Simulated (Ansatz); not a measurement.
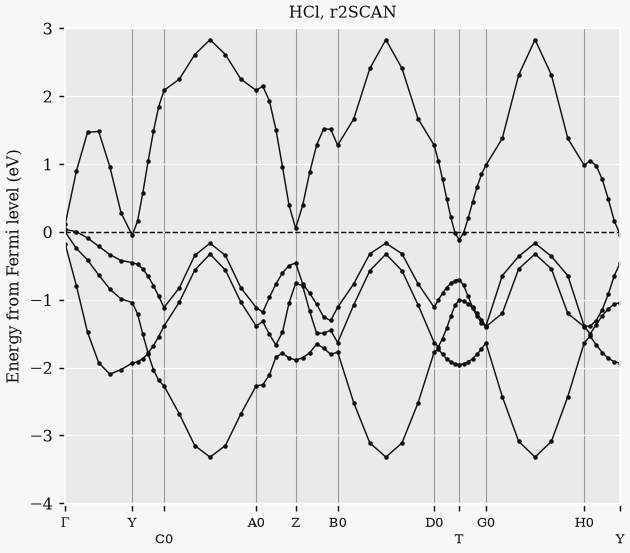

Band structure. Energies are counted from the Fermi level. The path runs straight from each named point to the next. The path has few k points, so lines between them are rough.

The Ansatz input:

```
crystal:
  lattice:
    - [-2.533121, 2.694273, 0.0]
    - [2.533121, 0.0, 2.87557]
    - [2.533121, 2.694273, 0.0]
  atoms:
    - { symbol: H, position: [0.0, 0.0, 0.0] }
    - { symbol: Cl, position: [0.5, 0.0, 0.5] }
  symmetry: { tolerance: 0.0003 }
kpoints:
  mp_grid: { grid: [9, 9, 9], shift: [0, 0, 0] }
  band_path:
    path:
      - [0.0, 0.0, 0.0]
      - [0.5, 0.0, 0.5]
      - [0.27698698, 0.22301302, 0.72301302]
      - [-0.27698698, 0.77698698, 0.27698698]
      - [0.0, 0.5, 0.0]
      - [0.31335072, 0.5, 0.31335072]
      - [-0.31335072, 0.5, 0.68664928]
      - [-0.5, 0.5, 0.5]
      - [-0.5, 0.71261359, 0.5]
      - [0.5, 0.28738641, 0.5]
      - [0.5, 0.0, 0.5]
    npoints: 6
magnetization:
  spin_polarized: false
scf:
  occupations: { method: cold, width: 0.0809 }
  lower_state_search: "off"
  max_iter: 200
hamiltonian:
  pseudopotentials: { kind: paw }
  xc: r2scan
basis:
  ecutwfc: 500
  fft_grid_basis: typed
output:
  forces: true
  stress: true
  eigenvalues: true
  bader: true
  populations: true
  elf: true
  write_potential: true
  volumetric_format: npy
  dos:
    e_range: [-12, 8]
    de: 0.05
    projected: { site_lists: { Cl: [Cl], H: [H] } }
checkpoint:
  read: saved_state
```

Question: Is there a gap at the Fermi level?

Answer: A metal: bands cross the Fermi level along this path.

Question: By band count a gap could open at this filling. What closes it?

Answer: The last band that the electron count would fill rises to 0.04 eV above the Fermi level at Γ, leaving holes there, and the next band dips to 0.12 eV below it at T, holding electrons: an overlap of 0.15 eV, small enough to call it a semimetal.

The cell is at −10 GPa in this functional.
